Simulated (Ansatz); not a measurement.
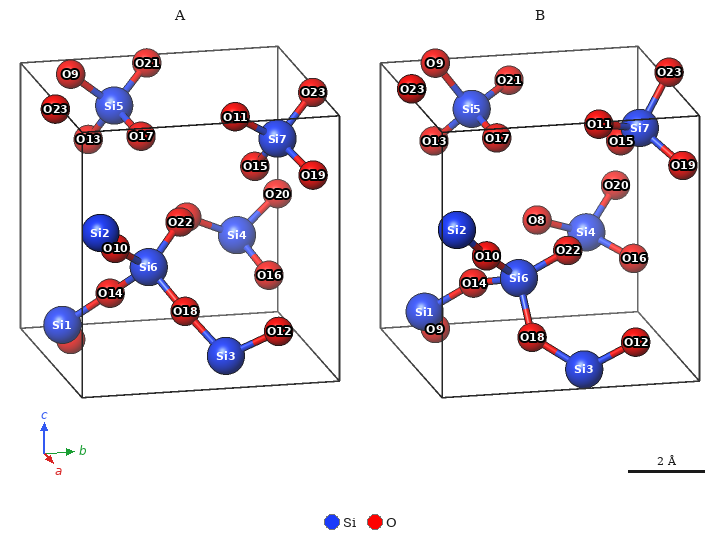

Two geometries of a defect cell of composition Si7O16 (cell charge −4), drawn at one scale. One is the start of a relaxation, the other its converged end. Style: ball-and-stick. Shown: the cell of the calculation (origin shifted), slightly off an axis.

Theory: DFT PBEsol, scalar-relativistic, plane waves, PAW in Ansatz. (plane-wave cutoff 420 eV; k-point mesh 2 × 2 × 2; occupations gaussian; smearing width 0.02 eV; mesh shifted by (0.5, 0.5, 0.5); collinear spin; atoms relaxed in a fixed cell; force threshold 0.03 eV/Å; at most 40 steps)

Q: Which one is relaxed?

A: Structure B is the relaxed one. The energy falls by 3.068 eV per cell of the calculation in 8 accepted moves (9 points after the start). The largest force component goes from 5.2 to 0.024 eV/Å. 1 step only repeated the SCF at the same geometry. The largest move is that of O22, 1.21 Å along [2 1 −1]. By element the largest moves are O 1.21 Å, Si 0.45 Å. The cell stays as it was. Near-neighbour distances that change, for instance: Si6–O22 1.637 → 1.542 Å, Si7–O15 1.623 → 1.542 Å, Si4–O8 1.615 → 1.543 Å, Si6–O14 1.625 → 1.673 Å. Among the angles between lasting bonds that change: Si3–O18–Si6 165.6° → 133.2°, Si2–O19–Si7 147.0° → 164.6°, Si2–O13–Si5 150.5° → 167.7°. The program noted that the starting moments weren't kept. The run took 60 s on 8 threads of Arm Neoverse V1, with other jobs on the host, peak memory 1.4 GiB.

Limits of the set-up: the periodic images lie only 7.0 Å apart, so the values are limited by the cell's size; the cell is charged, on a uniform background, and energies carry no finite-size correction.
